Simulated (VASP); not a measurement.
**Single-point calculation of Ge (part 2 of 4)**

The same run, continued: Ge (Fd-3m, 36 atoms in the cell); Kohn-Sham DFT of a periodic cell, PBEsol, VASP PAW PBE potentials, recommended, no spin polarisation (VASP 6.6.1); cutoff 350 eV, 2×2×3 k-mesh, Gaussian smearing of 0.02 eV. The structure derives from an entry of the Crystallography Open Database. It belongs to a series of runs on one base structure; here: grid = ENCUT=350 dk=0.45 cell=3x3x2 ISMEAR=0 SIGMA=0.02 LREAL=Auto EDIFF=1e-06. The settings are looser than a standard set-up, so the numbers are not reference values.

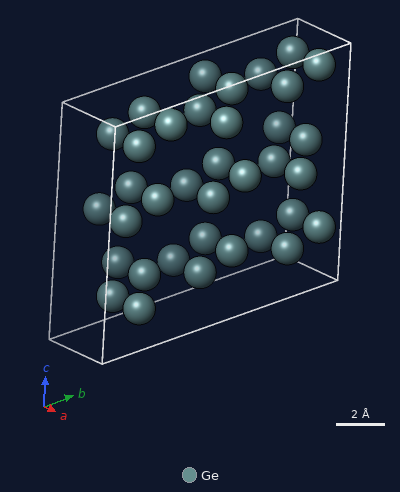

The structure as given in the input (spheres-only view of the reduced cell, seen slightly off an axis). An atom can appear more than once, as a periodic image.

Parts of OUTCAR, continued:
```
 k-point     2 :       0.5000    0.0000    0.0000
  band No.  band energies     occupation
      1     -19.9162      2.00000
      2     -19.9162      2.00000
      3     -19.9162      2.00000
      4     -19.9162      2.00000
      5     -19.9149      2.00000
      6     -19.9149      2.00000
      7     -19.9124      2.00000
      8     -19.9124      2.00000
      9     -19.9124      2.00000
     10     -19.9124      2.00000
     11     -19.9107      2.00000
     12     -19.9107      2.00000
     13     -19.9090      2.00000
     14     -19.9090      2.00000
     15     -19.9077      2.00000
     16     -19.9077      2.00000
     17     -19.9052      2.00000
     18     -19.9052      2.00000
     19     -19.9037      2.00000
     20     -19.9037      2.00000
     21     -19.9027      2.00000
     22     -19.9026      2.00000
     23     -19.9012      2.00000
     24     -19.9012      2.00000
     25     -19.8992      2.00000
     26     -19.8992      2.00000
     27     -19.8992      2.00000
     28     -19.8992      2.00000
     29     -19.8957      2.00000
     30     -19.8957      2.00000
     31     -19.8911      2.00000
     32     -19.8911      2.00000
     33     -19.8832      2.00000
     34     -19.8832      2.00000
     35     -19.8832      2.00000
     36     -19.8832      2.00000
     37     -19.8669      2.00000
     38     -19.8669      2.00000
     39     -19.8606      2.00000
     40     -19.8606      2.00000
     41     -19.8534      2.00000
     42     -19.8368      2.00000
     43     -19.8368      2.00000
     44     -19.8368      2.00000
     45     -19.8368      2.00000
     46     -19.8327      2.00000
     47     -19.8327      2.00000
     48     -19.8324      2.00000
     49     -19.8324      2.00000
     50     -19.8319      2.00000
     51     -19.8319      2.00000
     52     -19.8194      2.00000
     53     -19.8194      2.00000
     54     -19.8173      2.00000
     55     -19.8173      2.00000
     56     -19.8173      2.00000
     57     -19.8173      2.00000
     58     -19.7983      2.00000
     59     -19.7983      2.00000
     60     -19.7927      2.00000
     61     -19.7927      2.00000
     62     -19.7911      2.00000
     63     -19.7911      2.00000
     64     -19.7894      2.00000
     65     -19.7894      2.00000
     66     -19.7894      2.00000
     67     -19.7894      2.00000
     68     -19.7791      2.00000
     69     -19.7791      2.00000
     70     -19.7791      2.00000
     71     -19.7791      2.00000
     72     -19.7775      2.00000
     73     -19.7775      2.00000
     74     -19.7714      2.00000
     75     -19.7714      2.00000
     76     -19.7713      2.00000
     77     -19.7713      2.00000
     78     -19.7708      2.00000
     79     -19.7708      2.00000
     80     -19.7708      2.00000
     81     -19.7707      2.00000
     82     -19.7674      2.00000
     83     -19.7674      2.00000
     84     -19.7498      2.00000
     85     -19.7498      2.00000
     86     -19.7430      2.00000
     87     -19.7430      2.00000
     88     -19.7267      2.00000
     89     -19.7267      2.00000
     90     -19.7228      2.00000
     91     -19.7228      2.00000
     92     -19.7228      2.00000
     93     -19.7228      2.00000
     94     -19.7190      2.00000
     95     -19.7190      2.00000
     96     -19.7100      2.00000
     97     -19.7100      2.00000
     98     -19.6994      2.00000
     99     -19.6994      2.00000
    100     -19.6941      2.00000
    101     -19.6941      2.00000
    102     -19.6941      2.00000
    103     -19.6941      2.00000
    104     -19.6909      2.00000
    105     -19.6909      2.00000
    106     -19.6863      2.00000
    107     -19.6863      2.00000
    108     -19.6863      2.00000
    109     -19.6863      2.00000
    110     -19.6808      2.00000
    111     -19.6807      2.00000
    112     -19.6677      2.00000
    113     -19.6677      2.00000
    114     -19.6675      2.00000
    115     -19.6675      2.00000
    116     -19.6675      2.00000
    117     -19.6675      2.00000
    118     -19.6644      2.00000
    119     -19.6644      2.00000
    120     -19.6614      2.00000
    121     -19.6614      2.00000
    122     -19.6572      2.00000
    123     -19.6572      2.00000
    124     -19.6571      2.00000
    125     -19.6571      2.00000
    126     -19.6497      2.00000
    127     -19.6497      2.00000
    128     -19.6481      2.00000
    129     -19.6481      2.00000
    130     -19.6481      2.00000
    131     -19.6481      2.00000
    132     -19.6468      2.00000
    133     -19.6467      2.00000
    134     -19.6454      2.00000
    135     -19.6454      2.00000
    136     -19.6435      2.00000
    137     -19.6397      2.00000
    138     -19.6397      2.00000
    139     -19.6397      2.00000
    140     -19.6397      2.00000
    141     -19.6277      2.00000
    142     -19.6277      2.00000
    143     -19.6214      2.00000
    144     -19.6214      2.00000
    145     -19.5948      2.00000
    146     -19.5948      2.00000
    147     -19.5948      2.00000
    148     -19.5948      2.00000
    149     -19.5901      2.00000
    150     -19.5901      2.00000
    151     -19.5816      2.00000
    152     -19.5816      2.00000
    153     -19.5773      2.00000
    154     -19.5773      2.00000
    155     -19.5773      2.00000
    156     -19.5773      2.00000
    157     -19.5767      2.00000
    158     -19.5767      2.00000
    159     -19.5724      2.00000
    160     -19.5724      2.00000
    161     -19.5704      2.00000
    162     -19.5704      2.00000
    163     -19.5697      2.00000
    164     -19.5697      2.00000
    165     -19.5679      2.00000
    166     -19.5679      2.00000
    167     -19.5675      2.00000
    168     -19.5675      2.00000
    169     -19.5667      2.00000
    170     -19.5667      2.00000
    171     -19.5644      2.00000
    172     -19.5644      2.00000
    173     -19.5644      2.00000
    174     -19.5644      2.00000
    175     -19.5601      2.00000
    176     -19.5601      2.00000
    177     -19.5579      2.00000
    178     -19.5579      2.00000
    179     -19.5579      2.00000
    180     -19.5579      2.00000
    181      -7.5903      2.00000
    182      -7.5903      2.00000
    183      -6.7161      2.00000
    184      -6.7161      2.00000
    185      -5.9892      2.00000
    186      -5.9892      2.00000
    187      -5.8285      2.00000
    188      -5.8010      2.00000
    189      -5.8010      2.00000
    190      -5.6543      2.00000
    191      -5.6543      2.00000
    192      -5.6543      2.00000
    193      -5.6543      2.00000
    194      -5.0693      2.00000
    195      -5.0693      2.00000
    196      -4.0317      2.00000
    197      -4.0317      2.00000
    198      -3.9576      2.00000
    199      -3.9576      2.00000
    200      -3.9576      2.00000
    201      -3.9576      2.00000
    202      -2.8351      2.00000
    203      -2.8351      2.00000
    204      -2.7579      2.00000
    205      -2.5537      2.00000
    206      -2.5537      2.00000
    207      -2.5537      2.00000
    208      -2.5537      2.00000
    209      -2.0140      2.00000
    210      -2.0140      2.00000
    211      -1.9066      2.00000
    212      -1.9066      2.00000
    213      -0.5630      2.00000
    214      -0.5630      2.00000
    215       1.0996      2.00000
    216       1.0996      2.00000
    217       1.1068      2.00000
    218       1.1068      2.00000
    219       1.1068      2.00000
    220       1.1068      2.00000
    221       1.1434      2.00000
    222       1.1434      2.00000
    223       1.5173      2.00000
    224       1.5173      2.00000
    225       1.6852      2.00000
    226       1.6852      2.00000
    227       1.7242      2.00000
    228       1.7242      2.00000
    229       1.7242      2.00000
    230       1.7242      2.00000
    231       1.7805      2.00000
    232       1.7805      2.00000
    233       2.0936      2.00000
    234       2.0936      2.00000
    235       2.4075      2.00000
    236       2.4075      2.00000
    237       2.5604      2.00000
    238       2.5604      2.00000
    239       2.8924      2.00000
    240       2.8924      2.00000
    241       2.8924      2.00000
    242       2.8924      2.00000
    243       2.9580      2.00000
    244       2.9580      2.00000
    245       3.3831      2.00000
    246       3.3831      2.00000
    247       3.4607      2.00000
    248       3.4607      2.00000
    249       4.3451      2.00000
    250       4.3451      2.00000
    251       4.3451      2.00000
    252       4.3451      2.00000
    253       4.9920      0.00000
    254       5.5332      0.00000
    255       5.5333      0.00000
    256       5.7848      0.00000
    257       5.7852      0.00000
    258       5.8349      0.00000
    259       5.8349      0.00000
    260       6.4309      0.00000
    261       6.4332      0.00000
    262       6.4656      0.00000
    263       6.5456      0.00000
    264       6.5788      0.00000

 k-point     3 :       0.5000    0.5000    0.0000
  band No.  band energies     occupation
      1     -19.9209      2.00000
      2     -19.9209      2.00000
      3     -19.9149      2.00000
      4     -19.9149      2.00000
      5     -19.9149      2.00000
      6     -19.9149      2.00000
      7     -19.9125      2.00000
      8     -19.9125      2.00000
      9     -19.9124      2.00000
     10     -19.9124      2.00000
     11     -19.9105      2.00000
     12     -19.9105      2.00000
     13     -19.9090      2.00000
     14     -19.9090      2.00000
     15     -19.9052      2.00000
     16     -19.9052      2.00000
     17     -19.9037      2.00000
     18     -19.9037      2.00000
     19     -19.9037      2.00000
     20     -19.9037      2.00000
     21     -19.9027      2.00000
     22     -19.9027      2.00000
     23     -19.8992      2.00000
     24     -19.8992      2.00000
     25     -19.8992      2.00000
     26     -19.8992      2.00000
     27     -19.8971      2.00000
     28     -19.8971      2.00000
     29     -19.8957      2.00000
     30     -19.8957      2.00000
     31     -19.8924      2.00000
     32     -19.8924      2.00000
     33     -19.8807      2.00000
     34     -19.8807      2.00000
     35     -19.8807      2.00000
     36     -19.8807      2.00000
     37     -19.8804      2.00000
     38     -19.8804      2.00000
     39     -19.8548      2.00000
     40     -19.8548      2.00000
     41     -19.8534      2.00000
     42     -19.8368      2.00000
     43     -19.8368      2.00000
     44     -19.8368      2.00000
     45     -19.8368      2.00000
     46     -19.8327      2.00000
     47     -19.8327      2.00000
     48     -19.8324      2.00000
     49     -19.8324      2.00000
     50     -19.8324      2.00000
     51     -19.8324      2.00000
     52     -19.8194      2.00000
     53     -19.8194      2.00000
     54     -19.8189      2.00000
     55     -19.8189      2.00000
     56     -19.8097      2.00000
     57     -19.8097      2.00000
     58     -19.8080      2.00000
     59     -19.8080      2.00000
     60     -19.7971      2.00000
     61     -19.7971      2.00000
     62     -19.7927      2.00000
     63     -19.7927      2.00000
     64     -19.7911      2.00000
     65     -19.7911      2.00000
     66     -19.7900      2.00000
     67     -19.7900      2.00000
     68     -19.7791      2.00000
     69     -19.7791      2.00000
     70     -19.7791      2.00000
     71     -19.7791      2.00000
     72     -19.7713      2.00000
     73     -19.7713      2.00000
     74     -19.7708      2.00000
     75     -19.7708      2.00000
     76     -19.7707      2.00000
     77     -19.7707      2.00000
     78     -19.7674      2.00000
     79     -19.7674      2.00000
     80     -19.7674      2.00000
     81     -19.7674      2.00000
     82     -19.7593      2.00000
     83     -19.7593      2.00000
     84     -19.7498      2.00000
     85     -19.7498      2.00000
     86     -19.7498      2.00000
     87     -19.7498      2.00000
     88     -19.7365      2.00000
     89     -19.7365      2.00000
     90     -19.7284      2.00000
     91     -19.7284      2.00000
     92     -19.7190      2.00000
     93     -19.7190      2.00000
     94     -19.7100      2.00000
     95     -19.7100      2.00000
     96     -19.7100      2.00000
     97     -19.7100      2.00000
     98     -19.6946      2.00000
     99     -19.6946      2.00000
    100     -19.6941      2.00000
    101     -19.6941      2.00000
    102     -19.6941      2.00000
    103     -19.6941      2.00000
    104     -19.6909      2.00000
    105     -19.6909      2.00000
    106     -19.6909      2.00000
    107     -19.6909      2.00000
    108     -19.6808      2.00000
    109     -19.6807      2.00000
    110     -19.6738      2.00000
    111     -19.6738      2.00000
    112     -19.6679      2.00000
    113     -19.6679      2.00000
    114     -19.6677      2.00000
    115     -19.6677      2.00000
    116     -19.6675      2.00000
    117     -19.6675      2.00000
    118     -19.6675      2.00000
    119     -19.6675      2.00000
    120     -19.6644      2.00000
    121     -19.6644      2.00000
    122     -19.6614      2.00000
    123     -19.6614      2.00000
    124     -19.6572      2.00000
    125     -19.6572      2.00000
    126     -19.6571      2.00000
    127     -19.6571      2.00000
    128     -19.6533      2.00000
    129     -19.6533      2.00000
    130     -19.6481      2.00000
    131     -19.6481      2.00000
    132     -19.6481      2.00000
    133     -19.6481      2.00000
    134     -19.6468      2.00000
    135     -19.6468      2.00000
    136     -19.6467      2.00000
    137     -19.6467      2.00000
    138     -19.6435      2.00000
    139     -19.6246      2.00000
    140     -19.6246      2.00000
    141     -19.6234      2.00000
    142     -19.6234      2.00000
    143     -19.6078      2.00000
    144     -19.6078      2.00000
    145     -19.6078      2.00000
    146     -19.6078      2.00000
    147     -19.5923      2.00000
    148     -19.5923      2.00000
    149     -19.5923      2.00000
    150     -19.5923      2.00000
    151     -19.5816      2.00000
    152     -19.5816      2.00000
    153     -19.5783      2.00000
    154     -19.5783      2.00000
    155     -19.5773      2.00000
    156     -19.5773      2.00000
    157     -19.5773      2.00000
    158     -19.5773      2.00000
    159     -19.5724      2.00000
    160     -19.5724      2.00000
    161     -19.5704      2.00000
    162     -19.5704      2.00000
    163     -19.5704      2.00000
    164     -19.5704      2.00000
    165     -19.5697      2.00000
    166     -19.5697      2.00000
    167     -19.5675      2.00000
    168     -19.5675      2.00000
    169     -19.5644      2.00000
    170     -19.5644      2.00000
    171     -19.5644      2.00000
    172     -19.5644      2.00000
    173     -19.5642      2.00000
    174     -19.5642      2.00000
    175     -19.5601      2.00000
    176     -19.5601      2.00000
    177     -19.5601      2.00000
    178     -19.5601      2.00000
    179     -19.5546      2.00000
    180     -19.5546      2.00000
    181      -7.4746      2.00000
    182      -7.4746      2.00000
    183      -7.0426      2.00000
    184      -7.0426      2.00000
    185      -5.9892      2.00000
    186      -5.9892      2.00000
    187      -5.8285      2.00000
    188      -5.6543      2.00000
    189      -5.6543      2.00000
    190      -5.6543      2.00000
    191      -5.6543      2.00000
    192      -5.0693      2.00000
    193      -5.0693      2.00000
    194      -5.0693      2.00000
    195      -5.0693      2.00000
    196      -4.9290      2.00000
    197      -4.9290      2.00000
    198      -4.0317      2.00000
    199      -4.0317      2.00000
    200      -3.0119      2.00000
    201      -3.0119      2.00000
    202      -2.8351      2.00000
    203      -2.8351      2.00000
    204      -2.8351      2.00000
    205      -2.8351      2.00000
    206      -2.7579      2.00000
    207      -2.5537      2.00000
    208      -2.5537      2.00000
    209      -2.5537      2.00000
    210      -2.5537      2.00000
    211      -2.0141      2.00000
    212      -2.0140      2.00000
    213       0.1429      2.00000
    214       0.1429      2.00000
    215       0.6880      2.00000
    216       0.6880      2.00000
    217       1.0996      2.00000
    218       1.0996      2.00000
    219       1.0996      2.00000
    220       1.0996      2.00000
    221       1.5173      2.00000
    222       1.5173      2.00000
    223       1.6832      2.00000
    224       1.6832      2.00000
    225       1.7242      2.00000
    226       1.7242      2.00000
    227       1.7242      2.00000
    228       1.7242      2.00000
    229       1.7805      2.00000
    230       1.7805      2.00000
    231       1.9674      2.00000
    232       1.9674      2.00000
    233       2.0936      2.00000
    234       2.0936      2.00000
    235       2.0936      2.00000
    236       2.0936      2.00000
    237       2.2974      2.00000
    238       2.2974      2.00000
    239       2.8924      2.00000
    240       2.8924      2.00000
    241       2.8924      2.00000
    242       2.8924      2.00000
    243       3.3831      2.00000
    244       3.3831      2.00000
    245       3.4607      2.00000
    246       3.4607      2.00000
    247       3.5718      2.00000
    248       3.5718      2.00000
    249       3.5718      2.00000
    250       3.5718      2.00000
    251       4.1740      2.00000
    252       4.1740      2.00000
    253       4.9919      0.00000
    254       5.5332      0.00000
    255       5.5333      0.00000
    256       5.8349      0.00000
    257       5.8349      0.00000
    258       5.8349      0.00000
    259       5.8352      0.00000
    260       6.3906      0.00000
    261       6.3967      0.00000
    262       6.4334      0.00000
    263       6.4656      0.00000
    264       6.5391      0.00000

 k-point     4 :       0.0000    0.0000    0.3333
  band No.  band energies     occupation
      1     -19.9233      2.00000
      2     -19.9233      2.00000
      3     -19.9233      2.00000
      4     -19.9233      2.00000
      5     -19.9233      2.00000
      6     -19.9209      2.00000
      7     -19.9209      2.00000
      8     -19.9149      2.00000
      9     -19.9105      2.00000
     10     -19.9105      2.00000
     11     -19.9090      2.00000
     12     -19.9090      2.00000
     13     -19.9065      2.00000
     14     -19.9065      2.00000
     15     -19.9065      2.00000
     16     -19.9065      2.00000
     17     -19.9065      2.00000
     18     -19.9037      2.00000
     19     -19.9027      2.00000
     20     -19.9027      2.00000
     21     -19.9012      2.00000
     22     -19.9012      2.00000
     23     -19.9012      2.00000
     24     -19.8976      2.00000
     25     -19.8976      2.00000
     26     -19.8975      2.00000
     27     -19.8975      2.00000
     28     -19.8934      2.00000
     29     -19.8934      2.00000
     30     -19.8934      2.00000
     31     -19.8934      2.00000
     32     -19.8911      2.00000
     33     -19.8911      2.00000
     34     -19.8911      2.00000
     35     -19.8832      2.00000
     36     -19.8832      2.00000
     37     -19.8669      2.00000
     38     -19.8666      2.00000
     39     -19.8666      2.00000
     40     -19.8606      2.00000
     41     -19.8606      2.00000
     42     -19.8606      2.00000
     43     -19.8580      2.00000
```
